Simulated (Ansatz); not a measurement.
## Two runs on WS$_{2}$

System: WS$_{2}$ (3 atoms in the cell).
Method of run A: DFT LDA+U+J, scalar-relativistic, plane waves, PAW, U = 7 eV, J = 0.5 eV on W atom 1 d, spin-polarised (Ansatz 0.2.0).

The structure was built on a prototype by a generator; it need not be a known phase. Text and figures count atoms from 1; the logs count them from 0 in places.

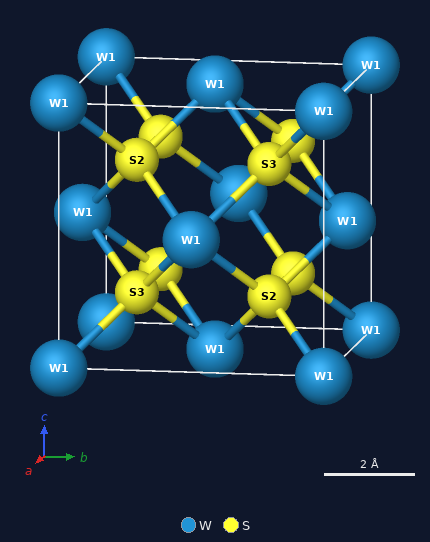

**Figure 1.** The input geometry (ball-and-stick view of the cell 4 times as large as that of the calculation, set on its symmetry axes, seen slightly off an axis; atoms are numbered from 1 in the order of the input). An atom can appear more than once, as a periodic image. Near neighbours in the periodic cell (some may lie outside the picture): W has 8 S at 2.60 Å; S has 4 W at 2.60 Å.

**The input, run A**
```yaml
crystal:
  lattice:
    - [0.0, 3.00793522, 3.00793522]
    - [3.00793522, 0.0, 3.00793522]
    - [3.00793522, 3.00793522, 0.0]
  atoms:
    - { symbol: W, position: [0.0, 0.0, 0.0], spin: 2.0 }
    - { symbol: S, position: [0.25, 0.25, 0.25] }
    - { symbol: S, position: [0.75, 0.75, 0.75] }
basis:
  ecutwfc: 420
  ecutrho_ratio: 4
kpoints:
  mp_grid: { grid: [6, 6, 6] }
hamiltonian:
  xc: lda
  hubbard: { sites: [{ site: 0, l: d, u: 7.0, j: 0.5 }] }
scf:
  occupations: { method: gaussian, width: 0.05 }
  lower_state_search: "off"
  max_iter: 150
output:
  forces: true
  stress: true
  eigenvalues: true
  populations: true
  hubbard: { sites: [{ site: 0, l: d }] }
magnetization:
  spin_polarized: true
```

Launched with:
```bash
ansatz run input.yaml --threads 2 --pin off --max-ram 3072MiB --backend cpu --events-out ev --progress --plain --runs-dir out
```

Hardware: 2 threads of AMD EPYC (Zen 5), 16 GiB of memory available, shared host.

**Output, shortened to warnings, some set-up lines, iterations and results (run A)**
```
Basis set: ecut = 420 eV, 1067 PW (Γ)
Symmetry: 48 space group operations
k-points: 16 of 216
Initial density: superposition of atomic densities (chi_scale 0.1, normalization cell)
[...]
SCF iter   1: F=—  HF=-11862.589483 eV  |F-HF|=—  |Δ(HF+E_count)|=         —  Δρ=4.16e-2 (↑4.16e-2 ↓4.11e-2)  dr2=2.38e0  dr2_m=4.72e-1  M=2.000 μB ∫|m|=2.643 μB  β_m=1.00  …
SCF iter   2: F=—  HF=-11862.901071 eV  |F-HF|=—  |Δ(HF+E_count)|=   3.12e-1  Δρ=1.57e-2 (↑1.57e-2 ↓1.32e-2)  dr2=2.71e-1  dr2_m=2.62e-2  M=2.017 μB ∫|m|=2.998 μB  β_m=1.00  …
SCF iter   3: F=—  HF=-11863.203194 eV  |F-HF|=—  |Δ(HF+E_count)|=   3.02e-1  Δρ=1.03e-2 (↑1.03e-2 ↓9.40e-3)  dr2=1.62e-1  dr2_m=8.69e-4  M=2.011 μB ∫|m|=3.029 μB  β_m=1.00  …
SCF iter   4: F=—  HF=-11863.328667 eV  |F-HF|=—  |Δ(HF+E_count)|=   1.25e-1  Δρ=4.57e-3 (↑4.57e-3 ↓3.11e-3)  dr2=3.79e-2  dr2_m=1.03e-3  M=2.000 μB ∫|m|=2.968 μB  β_m=0.30  …
SCF iter   5: F=—  HF=-11863.417478 eV  |F-HF|=—  |Δ(HF+E_count)|=   8.88e-2  Δρ=2.58e-3 (↑1.54e-3 ↓2.58e-3)  dr2=1.58e-2  dr2_m=5.96e-4  M=2.001 μB ∫|m|=2.953 μB  β_m=1.00  …
[... 13 lines ...]
SCF iter  19: F=—  HF=-11863.555830 eV  |F-HF|=—  |Δ(HF+E_count)|=   2.25e-3  Δρ=7.18e-4 (↑7.18e-4 ↓6.02e-4)  dr2=1.58e-5  dr2_m=2.17e-4  M=2.000 μB ∫|m|=2.532 μB  β_m=0.54  …
SCF iter  20: F=—  HF=-11863.557174 eV  |F-HF|=—  |Δ(HF+E_count)|=   1.34e-3  Δρ=1.92e-4 (↑1.92e-4 ↓1.85e-4)  dr2=2.01e-7  dr2_m=1.77e-5  M=2.000 μB ∫|m|=2.471 μB  β_m=0.84  …
SCF iter  21: F=—  HF=-11863.557272 eV  |F-HF|=—  |Δ(HF+E_count)|=   9.83e-5  Δρ=8.95e-6 (↑8.95e-6 ↓5.29e-6)  dr2=1.60e-7  dr2_m=7.07e-9  M=2.000 μB ∫|m|=2.449 μB  β_m=0.92  …
SCF iter  22: F=-11863.557272 eV  HF=-11863.557272 eV  |F-HF|=2.82e-10  |Δ(HF+E_count)|=   5.00e-8  Δρ=1.20e-6 (↑1.20e-6 ↓1.14e-6)  dr2=2.44e-9  dr2_m=1.89e-10  M=2.000 μB …
SCF 1 converged in 22 iterations: F = -11863.557272 eV  dr2 = 2.44e-9
SCF converged after 22 iterations
Magnetization: 2.0000 μB (14.0000 up, 12.0000 down)
Absolute magnetization: 2.4491 μB (∫|ρ↑−ρ↓|, with the PAW one-centre terms)
Spin contamination: 0.0483 ħ² per cell (⟨S²⟩ above its minimum at these occupations)
Per-site moments (μB) at R_I (Å): [(1.5336495737474383, 1.074541179301398), (-0.09559625049477236, 1.074541179301398), (-0.09559625049477237, 1.074541179301398)]
Free energy (F): -11863.557272 eV
Harris-Foulkes:  -11863.557272 eV  (|F-HF|=2.82e-10)
Internal energy: -11863.557272 eV  (E = F + TS)
E sigma→0 (E₀):  -11863.557272 eV
Fermi energy:    12.285382 eV
--- Per-component energies (eV) ---
  E_band       = -193.867763
  E_kinetic    = 664.318797
  E_local      = -1252.450181  (includes V_loc(G=0)·N_el)
  E_nonlocal   = 66.158777
  E_hartree    = 443.862119
  E_xc         = -456.765194
  E_vxc        = -413.526164  (∫ρ·V_xc dr)
  E_hubbard    = 4.982490  (on-site DFT+U / exact-exchange correction)
  E_vhub       = -4.681260  (the Hubbard potential's part of the band-sum identity)
  E_paw        = -9447.306110  (= ΣΔE_a)
  E_vpaw       = -141.412520  (= ΣTr[D̂ρ^β])
  E_aug_tail   = -0.000065  (compensation charges beyond the density's cutoff)
  E_ewald      = -1886.947453
  E_core_change = 0.589548  (= ΣΔE_core)
  E_smearing   = -0.000000  (= −TS)
  E_closure    = -0.000000  (closes the sum)
  Σ components = -11863.557272   (vs F -11863.557272, Δ=0.00e0)
--- DFT+U+J on-site energies (Liechtenstein; fll double counting; per corrected site; eV) ---
  site 0 (l=d): U=7.0000  J=0.5000  Tr N=4.5066  E_int=58.274561  E_dc=53.292072  E_U=4.982490
--- Forces (eV/Å), atoms counted from 1 ---
  atom   1  W     -0.00000000    -0.00000000     0.00000000
  atom   2  S     -0.00000000    -0.00000000    -0.00000000
  atom   3  S      0.00000000     0.00000000     0.00000000
  max |Σ_I F_I| component: 3.70e-17 eV/Å
--- Stress (GPa, compression-positive) ---
       -5.311565       0.000000       0.000000
        0.000000      -5.311565      -0.000000
        0.000000      -0.000000      -5.311565
  P = ⅓ Tr σ = -5.3116 GPa (-53.116 kbar)
Occupation matrices written to [file]
--- Löwdin populations: 3 sites ---
  site symbol       q [e]    m [muB]
     0      W     13.1614     2.2578
     1      S      6.3237    -0.1536
     2      S      6.3237    -0.1536
  spilling = 0.007358 (of n_electrons = 26.000000)
--- Occupation matrices: 1 shell (run DFT+U table (all-electron-ortho-atomic); ε = 2.81e-3) ---
  W0 d_5D: site group Oh (m-3m)
  W0 d_5D up     Tr n = 3.3529  λ = 0.470 0.470 0.470 0.972 0.972  [3× xz 0.33 (T2g 1.00) T2g(1.00) | 2× z2 0.50 (Eg 1.00) Eg(1.00)]
[...]
```

For run B the input was changed thus:
```diff
-    - { symbol: W, position: [0.0, 0.0, 0.0], spin: 2.0 }
+    - { symbol: W, position: [0.0, 0.0, 0.0] }
-magnetization:
-  spin_polarized: true
```

Predict how the results change.

With the same functional and potentials, run B lies 782.1 meV per atom higher. The gap of 0.35 eV on the mesh closes. The pressure goes from −5.31 to −12.90 GPa. The SCF takes 13 iterations against 22.

**Output, shortened to warnings, some set-up lines, iterations and results (run B)**
```
Basis set: ecut = 420 eV, 1067 PW (Γ)
Symmetry: 48 space group operations
k-points: 16 of 216
Initial density: superposition of atomic densities (chi_scale 0.1, normalization cell, long waves kept (reshape's long-wave potential 0.00 eV rms))
[...]
SCF iter   1: F=—  HF=-11861.049447 eV  |F-HF|=—  |Δ(HF+E_count)|=         —  Δρ=4.99e-2  dr2=1.82e0  ethr=3.10e-3  ⟨swp⟩=5.8  Hψ=1530  notcnv=0
SCF iter   2: F=—  HF=-11860.860324 eV  |F-HF|=—  |Δ(HF+E_count)|=   1.89e-1  Δρ=2.15e-2  dr2=1.93e-1  ethr=3.10e-3  ⟨swp⟩=2.9  Hψ=564  notcnv=0
SCF iter   3: F=—  HF=-11860.999424 eV  |F-HF|=—  |Δ(HF+E_count)|=   1.39e-1  Δρ=1.05e-2  dr2=4.20e-2  ethr=7.43e-4  ⟨swp⟩=2.2  Hψ=486  notcnv=0
SCF iter   4: F=—  HF=-11861.114647 eV  |F-HF|=—  |Δ(HF+E_count)|=   1.15e-1  Δρ=8.94e-3  dr2=4.38e-2  ethr=1.61e-4  ⟨swp⟩=2.1  Hψ=390  notcnv=0
SCF iter   5: F=—  HF=-11861.194416 eV  |F-HF|=—  |Δ(HF+E_count)|=   7.98e-2  Δρ=6.52e-3  dr2=4.81e-2  ethr=1.61e-4  ⟨swp⟩=3.4  Hψ=653  notcnv=0  defer=1
SCF iter   6: F=—  HF=-11861.200617 eV  |F-HF|=—  |Δ(HF+E_count)|=   6.20e-3  Δρ=4.11e-3  dr2=1.87e-2  ethr=1.61e-4  ⟨swp⟩=1.4  Hψ=287  notcnv=0  defer=1
SCF iter   7: F=—  HF=-11861.203507 eV  |F-HF|=—  |Δ(HF+E_count)|=   2.89e-3  Δρ=1.51e-3  dr2=9.76e-4  ethr=7.18e-5  ⟨swp⟩=1.4  Hψ=294  notcnv=0  defer=1
SCF iter   8: F=—  HF=-11861.207838 eV  |F-HF|=—  |Δ(HF+E_count)|=   4.33e-3  Δρ=2.64e-3  dr2=6.19e-3  ethr=3.75e-6  ⟨swp⟩=2.1  Hψ=469  notcnv=0  defer=1
SCF iter   9: F=—  HF=-11861.210425 eV  |F-HF|=—  |Δ(HF+E_count)|=   2.59e-3  Δρ=1.87e-3  dr2=3.39e-3  ethr=3.75e-6  ⟨swp⟩=2.7  Hψ=510  notcnv=0  defer=1
SCF iter  10: F=—  HF=-11861.210675 eV  |F-HF|=—  |Δ(HF+E_count)|=   2.50e-4  Δρ=7.34e-4  dr2=4.41e-4  ethr=3.75e-6  ⟨swp⟩=2.2  Hψ=530  notcnv=0  defer=1
SCF iter  11: F=—  HF=-11861.210869 eV  |F-HF|=—  |Δ(HF+E_count)|=   1.95e-4  Δρ=6.52e-5  dr2=4.85e-6  ethr=1.70e-6  ⟨swp⟩=2.1  Hψ=408  notcnv=0  defer=1
SCF iter  12: F=—  HF=-11861.210870 eV  |F-HF|=—  |Δ(HF+E_count)|=   3.65e-7  Δρ=5.28e-5  dr2=3.01e-6  ethr=1.86e-8  ⟨swp⟩=1.9  Hψ=305  notcnv=0  defer=1
SCF iter  13: F=-11861.210869 eV  HF=-11861.210869 eV  |F-HF|=1.41e-8  |Δ(HF+E_count)|=   3.45e-7  Δρ=4.00e-6  dr2=1.78e-8  ethr=3.85e-10  ⟨swp⟩=4.2  Hψ=1125  notcnv=0
SCF 1 converged in 13 iterations: F = -11861.210869 eV  dr2 = 1.78e-8
SCF converged after 13 iterations
Free energy (F): -11861.210869 eV
Harris-Foulkes:  -11861.210869 eV  (|F-HF|=1.41e-8)
Internal energy: -11861.201312 eV  (E = F + TS)
E sigma→0 (E₀):  -11861.206091 eV
Entropy (-TS):   -0.009557 eV (-3.186 meV/atom)
Fermi energy:    10.365538 eV
--- Per-component energies (eV) ---
  E_band       = -188.668338
  E_kinetic    = 661.338029
  E_local      = -1253.497977  (includes V_loc(G=0)·N_el)
  E_nonlocal   = 67.006980
  E_hartree    = 446.100343
  E_xc         = -454.958410
  E_vxc        = -411.145724  (∫ρ·V_xc dr)
  E_hubbard    = 6.572790  (on-site DFT+U / exact-exchange correction)
  E_vhub       = -2.923260  (the Hubbard potential's part of the band-sum identity)
  E_paw        = -9447.405096  (= ΣΔE_a)
  E_vpaw       = -141.643441  (= ΣTr[D̂ρ^β])
  E_aug_tail   = -0.000067  (compensation charges beyond the density's cutoff)
  E_ewald      = -1886.947453
  E_core_change = 0.589548  (= ΣΔE_core)
  E_smearing   = -0.009557  (= −TS)
  E_closure    = -0.000000  (closes the sum)
  Σ components = -11861.210869   (vs F -11861.210869, Δ=0.00e0)
--- DFT+U+J on-site energies (Liechtenstein; fll double counting; per corrected site; eV) ---
  site 0 (l=d): U=7.0000  J=0.5000  Tr N=4.9443  E_int=73.009651  E_dc=66.436862  E_U=6.572790
--- Forces (eV/Å), atoms counted from 1 ---
  atom   1  W     -0.00000000     0.00000000     0.00000000
  atom   2  S      0.00000000     0.00000000    -0.00000000
  atom   3  S      0.00000000    -0.00000000    -0.00000000
  max |Σ_I F_I| component: 2.31e-17 eV/Å
--- Stress (GPa, compression-positive) ---
      -12.899941      -0.000000      -0.000000
        0.000000     -12.899941       0.000000
        0.000000       0.000000     -12.899941
  P = ⅓ Tr σ = -12.8999 GPa (-128.999 kbar)
Occupation matrices written to [file]
--- Löwdin populations: 3 sites ---
  site symbol       q [e]
     0      W     13.5998
     1      S      6.1005
     2      S      6.1005
  spilling = 0.007666 (of n_electrons = 26.000000)
--- Occupation matrices: 1 shell (run DFT+U table (all-electron-ortho-atomic); ε = 3.47e-3) ---
  W0 d_5D: site group Oh (m-3m)
  W0 d_5D -      Tr n = 2.4722  λ = 0.316 0.316 0.316 0.762 0.762  [3× xz 0.33 (T2g 1.00) T2g(1.00) | 2× z2 0.50 (Eg 1.00) Eg(1.00)]
  Tr n, λ and their labels are of the run-group-symmetrised matrices; stabiliser: 96 of 96 elements of G0×{1,Θ} (closed), max defect 2.1e-15 at τ = 7.4e-4
```

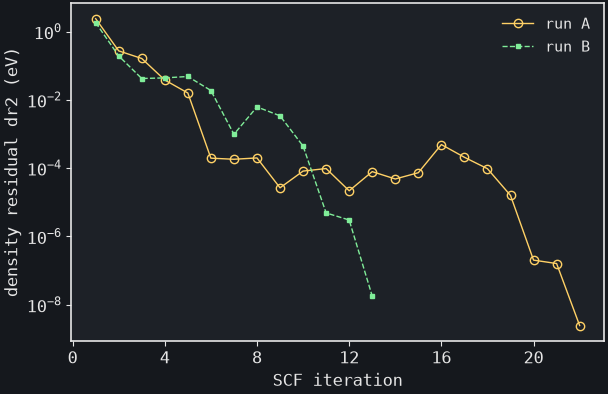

**Figure 2.** Convergence of the two runs: density residual dr2 against the SCF iteration. Run A takes 22 iterations in all, and run B takes 13.

**The two runs side by side**

| quantity | run A | run B |
| --- | --- | --- |
| outcome | converged | converged |
| free energy per atom (eV) | −3954.5191 | −3953.7370 |
| energy per atom, smearing taken to zero (eV) | −3954.5191 | −3953.7354 |
| gap on the mesh (eV) | 0.35 | 0.00 |
| net moment of the cell (μB) | 2.00 | – |
| absolute moment of the cell (μB) | 2.45 | – |
| pressure (GPa) | −5.31 | −12.90 |
| largest force (eV/Å) | 0.000 | 0.000 |
| SCF iterations | 22 | 13 |
| irreducible k-points | 16 | 16 |
| plane waves at Γ | 1067 | 1067 |
| wall time (shared host) | 1.1 s | 0.62 s |

For both runs: Spin–orbit coupling is left out, which matters for W. For run A: The cell is under a tension of 5.3 GPa at this level, so it is not at its equilibrium volume. For run B: The cell is under a tension of 12.9 GPa at this level, so it is not at its equilibrium volume.
